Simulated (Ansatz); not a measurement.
## Electronic structure of Zn3S5 in real space

```cif
data_structure
_symmetry_space_group_name_H-M 'P 1'
_symmetry_Int_Tables_number 1
_cell_length_a 5.7144
_cell_length_b 5.2490
_cell_length_c 10.8550
_cell_angle_alpha 90.000
_cell_angle_beta 93.550
_cell_angle_gamma 90.000
_cell_volume 324.96
loop_
_atom_site_label
_atom_site_type_symbol
_atom_site_fract_x
_atom_site_fract_y
_atom_site_fract_z
_atom_site_occupancy
Zn1 Zn 0.46224 0.99360 0.75025 1
Zn2 Zn 0.96224 0.49360 0.75025 1
Zn3 Zn 0.03776 0.49360 0.24975 1
Zn4 Zn 0.53776 0.99360 0.24975 1
Zn5 Zn 0.00000 0.00624 0.00000 1
Zn6 Zn 0.50000 0.50624 0.00000 1
S1 S 0.20261 0.74938 0.62557 1
S2 S 0.70261 0.24938 0.62557 1
S3 S 0.00000 0.19749 0.50000 1
S4 S 0.50000 0.69749 0.50000 1
S5 S 0.29739 0.24938 0.37443 1
S6 S 0.79739 0.74938 0.37443 1
S7 S 0.23626 0.25515 0.87523 1
S8 S 0.73626 0.75515 0.87523 1
S9 S 0.26374 0.75515 0.12477 1
S10 S 0.76374 0.25515 0.12477 1
```

Space group C2; a generated structure, not necessarily the stable one.

The calculation used DFT PBE, scalar-relativistic, plane waves, PAW (Ansatz 0.2.0).

Core electrons are frozen (PAW), and the valence fields are smoothed inside the atomic spheres.

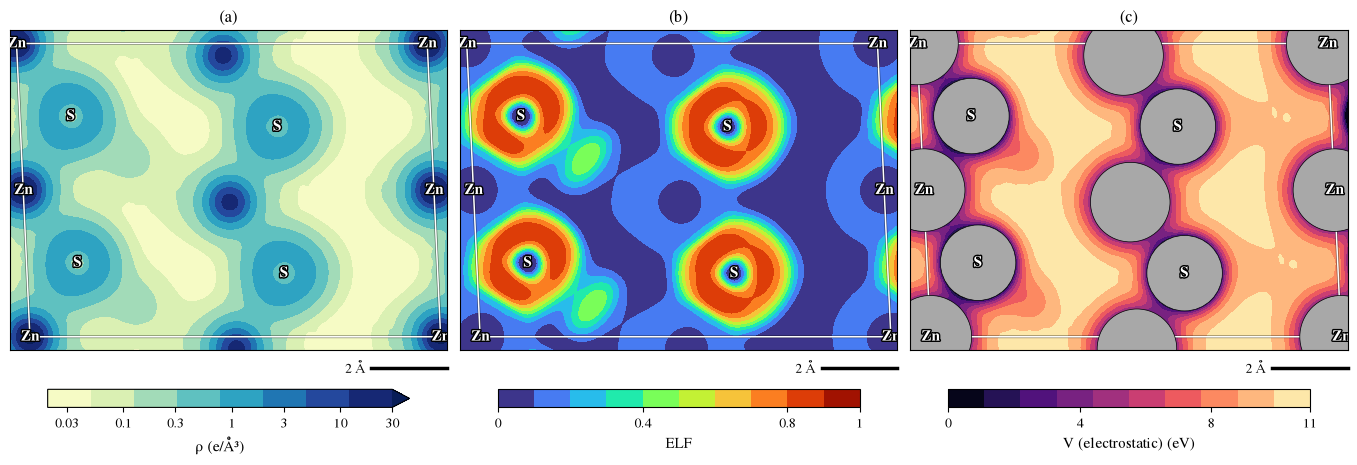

Figure 1. (a) valence electron density; (b) ELF; (c) electrostatic potential energy of an electron on the (110) plane of the conventional cell. Grey discs cover the atomic cores in the potential map.

Describe what can be read from this map.

Answer. Atoms in the plane: Zn and S.
Atoms just off the plane (Zn, 0.3 Å away) can leave unmarked features too.
Zn–S (2.33 Å): ρ is about 0.53 e/Å³ halfway; the ELF peaks at about 0.90 in the valence shell of S, 0.8 Å from its nucleus, and is about 0.55 at the midpoint.
Zn–S (2.40 Å): ρ is about 0.44 e/Å³ halfway; the ELF peaks at about 0.90 in the valence shell of S, 0.8 Å from its nucleus, and is about 0.50 at the midpoint.
The density dies away to nearly zero in the voids.
The ELF also peaks beside S, away from the bonds: lone-pair regions.
Outside the cores the potential energy rises away from the atoms and is highest about 1.9 Å from the nearest atoms; its zero is arbitrary.

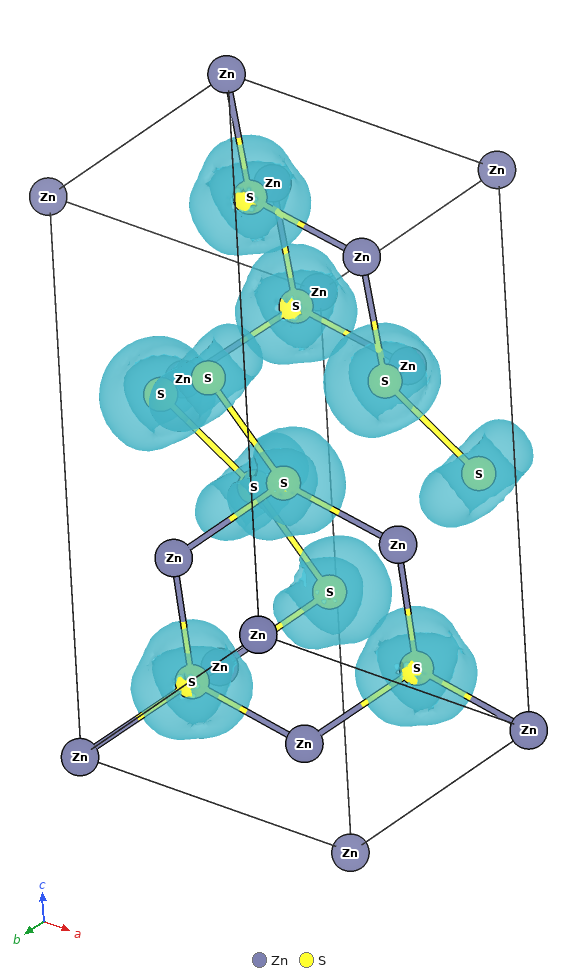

Figure 2. Isosurface of the electron localisation function at 0.8 (cyan), seen at an oblique angle. Core shells and regions of very low density are left out. Sticks mark near contacts.

What do the ELF domains correspond to?

Answer. The surface consists of ten regions wrapped around S (the valence shell of each), counted in one cell of 16 atoms. Regions shared between cells count once. Profiles from the grid: S–S (2.26 Å): the ELF peaks at about 0.80 between the atoms.

Does the calculation make it a metal, or give it a gap?

Answer. It is gapless in this calculation (a metal or semimetal).
